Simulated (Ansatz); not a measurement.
Consider H2C19 (slab).

Input file:

```
crystal:
  lattice:
    - [7.398, 0.0, 0.0]
    - [-3.699, 6.406856, 0.0]
    - [0.0, 0.0, 11.0]
  atoms:
    - { symbol: C, position: [0.0, 0.0, 0.0909091] }
    - { symbol: C, position: [0.2222222, 0.1111111, 0.0909091] }
    - { symbol: C, position: [0.0, 0.3333333, 0.0909091] }
    - { symbol: C, position: [0.2222222, 0.4444444, 0.0909091] }
    - { symbol: C, position: [0.0, 0.6666667, 0.0909091] }
    - { symbol: C, position: [0.2222222, 0.7777778, 0.0909091] }
    - { symbol: C, position: [0.3333333, 0.0, 0.0909091] }
    - { symbol: C, position: [0.5555556, 0.1111111, 0.0909091] }
    - { symbol: C, position: [0.3333333, 0.3333333, 0.0909091] }
    - { symbol: C, position: [0.5555556, 0.4444444, 0.0909091] }
    - { symbol: C, position: [0.3333333, 0.6666667, 0.0909091] }
    - { symbol: C, position: [0.5555556, 0.7777778, 0.0909091] }
    - { symbol: C, position: [0.6666667, 0.0, 0.0909091] }
    - { symbol: C, position: [0.8888889, 0.1111111, 0.0909091] }
    - { symbol: C, position: [0.6666667, 0.3333333, 0.0909091] }
    - { symbol: C, position: [0.8888889, 0.4444444, 0.0909091] }
    - { symbol: C, position: [0.6666667, 0.6666667, 0.0909091] }
    - { symbol: C, position: [0.8888889, 0.7777778, 0.0909091] }
    - { symbol: C, position: [0.2522033, 0.6376886, 0.2236364] }
    - { symbol: H, position: [0.3302977, 0.5756132, 0.2781818] }
    - { symbol: H, position: [0.174109, 0.699764, 0.2781818] }
basis:
  ecutwfc: 420.0
kpoints:
  mp_grid: { grid: [2, 2, 1] }
hamiltonian:
  xc: pbe
scf:
  occupations: { method: gaussian, width: 0.02 }
  lower_state_search: "off"
relax:
  f_tol: 0.03
  max_steps: 60
  adjacent_minimum: "off"
output:
  write_density: true
  write_potential: true
  elf: true
  volumetric_format: npy
```

Command:

```sh
ansatz run input.yaml --threads 1 --pin off --max-ram 3072MiB --backend cpu --events-out ev --progress --plain --runs-dir out
```

The fields are those of the relaxed geometry.

The calculation used Ansatz, DFT PBE, scalar-relativistic, plane waves, PAW.

**What will maps of the valence pseudo-density and electron localisation function show?**

C–H (1.09 Å): ρ is about 2 e/Å³ halfway; the ELF climbs to about 1 towards the hydrogen, as it does in any bond to H (an ordinary covalent bond to hydrogen).

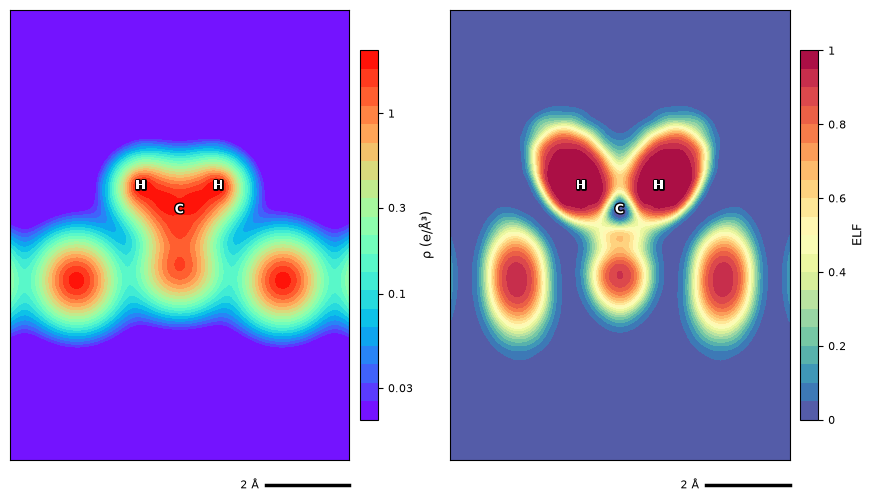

Computed valence pseudo-density and electron localisation function on the (010) plane of the calculation cell, a cut from vacuum to vacuum, in this order. Atoms just off the plane (C, 0.7 Å away) can leave unmarked features too.

The density is the valence pseudo-density of a PAW calculation; it isn't the true density close to the nuclei.
